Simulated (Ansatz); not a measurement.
System: a (101) slab cut from TaN (P6_3/mmc), unrelaxed, of composition Ta9N8 (not the bulk's), ended by Ta planes, 17 atoms in the cell.

```cif
data_structure
_symmetry_space_group_name_H-M 'P 1'
_symmetry_Int_Tables_number 1
_cell_length_a 2.8895
_cell_length_b 6.5344
_cell_length_c 24.2054
_cell_angle_alpha 90.000
_cell_angle_beta 90.000
_cell_angle_gamma 102.774
_cell_volume 445.71
loop_
_atom_site_label
_atom_site_type_symbol
_atom_site_fract_x
_atom_site_fract_y
_atom_site_fract_z
_atom_site_occupancy
Ta1 Ta 0.57709 0.15419 0.30985 1
N1 N 0.73422 0.46844 0.34946 1
Ta2 Ta 0.36564 0.73128 0.35739 1
N2 N 0.99707 0.99413 0.36531 1
Ta3 Ta 0.15419 0.30838 0.40492 1
N3 N 0.31131 0.62263 0.44454 1
Ta4 Ta 0.94274 0.88547 0.45246 1
N4 N 0.57416 0.14832 0.46038 1
Ta5 Ta 0.73128 0.46257 0.50000 1
N5 N 0.88841 0.77682 0.53962 1
Ta6 Ta 0.51983 0.03966 0.54754 1
N6 N 0.15126 0.30251 0.55546 1
Ta7 Ta 0.30838 0.61676 0.59508 1
N7 N 0.46550 0.93101 0.63469 1
Ta8 Ta 0.09693 0.19385 0.64261 1
N8 N 0.72835 0.45670 0.65054 1
Ta9 Ta 0.88547 0.77095 0.69015 1
```

Ansatz; DFT PBEsol, scalar-relativistic, plane waves, PAW, no spin polarisation, 12×6×1 k mesh, 420 eV cutoff.

What does the potential across the slab give for the work function?

The work function is 4.54 eV, the same on both faces. The two vacuum levels agree, so the slab has no net dipole along its normal. The outermost atoms are 9.2 Å apart, which leaves 15.0 Å of vacuum in a cell 24.2 Å high.

The electron count is odd and the run has no spin polarisation, so a magnetic state may lie lower. The atoms aren't at rest in this cell (largest force 1.8 eV/Å), so the relaxed material can differ. Spin-orbit coupling is left out, which matters for Ta.

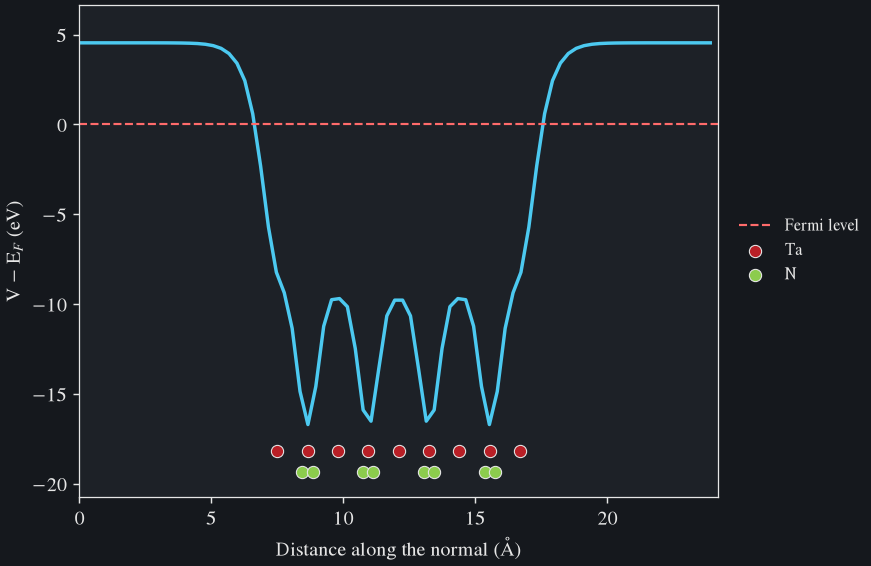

Plane-averaged electrostatic potential energy of an electron across the slab; circles at the bottom mark the heights of the atoms.
